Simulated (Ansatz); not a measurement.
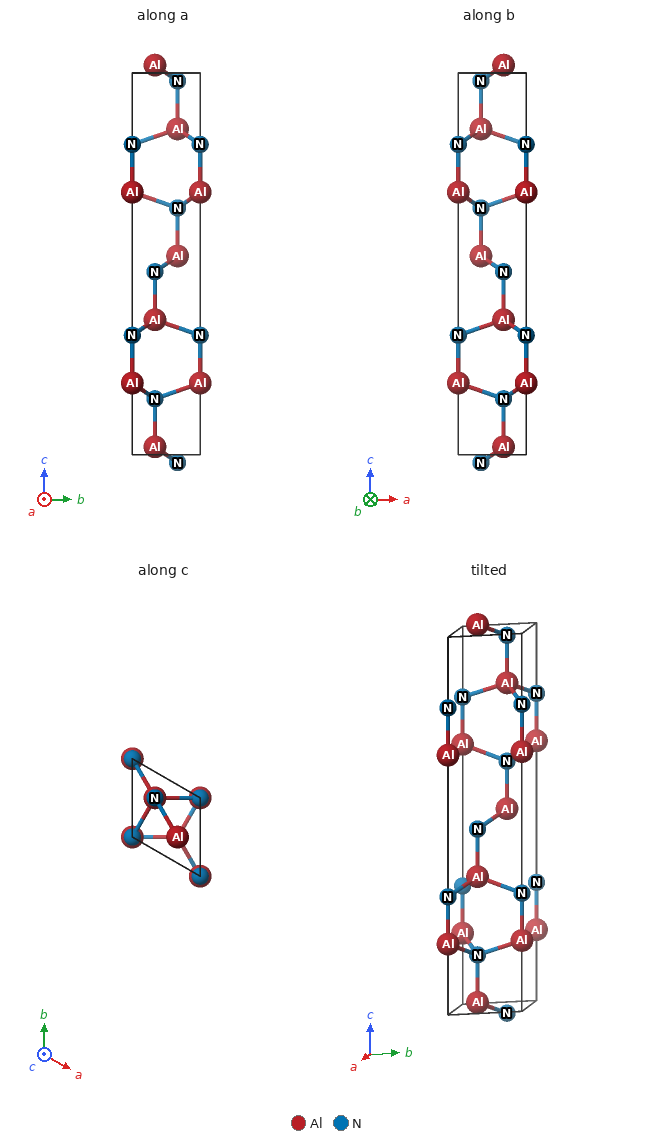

The image is a ball-and-stick drawing of a crystal, viewed along the a axis, along the b axis, along the c axis and slightly off an axis. The conventional unit cell is drawn as a box.

Lattice parameters: a = 3.1182 Å, b = 3.1182 Å, c = 15.1984 Å, α = 90.000°, β = 90.000°, γ = 120.000°.

Write down what is shown as a CIF with its space group and independent sites, with free fractional coordinates to two decimals.

```cif
data_structure
_symmetry_space_group_name_H-M 'P 63 m c'
_symmetry_Int_Tables_number 186
_cell_length_a 3.1182
_cell_length_b 3.1182
_cell_length_c 15.1984
_cell_angle_alpha 90.000
_cell_angle_beta 90.000
_cell_angle_gamma 120.000
_cell_volume 127.98
loop_
_atom_site_label
_atom_site_type_symbol
_atom_site_symmetry_multiplicity
_atom_site_Wyckoff_symbol
_atom_site_fract_x
_atom_site_fract_y
_atom_site_fract_z
_atom_site_occupancy
Al1 Al 2 a 0.00 0.00 0.19 1
Al2 Al 2 b 0.3333 0.6667 0.52 1
Al3 Al 2 b 0.3333 0.6667 0.85 1
N1 N 2 a 0.00 0.00 0.31 1
N2 N 2 b 0.3333 0.6667 0.98 1
N3 N 2 b 0.3333 0.6667 0.65 1
```

The cell started as a structure type filled with these elements by a generator (whether the compound takes this form wasn't checked). It was relaxed with DFT PBE, scalar-relativistic, plane waves, PAW in Ansatz 0.2.0.
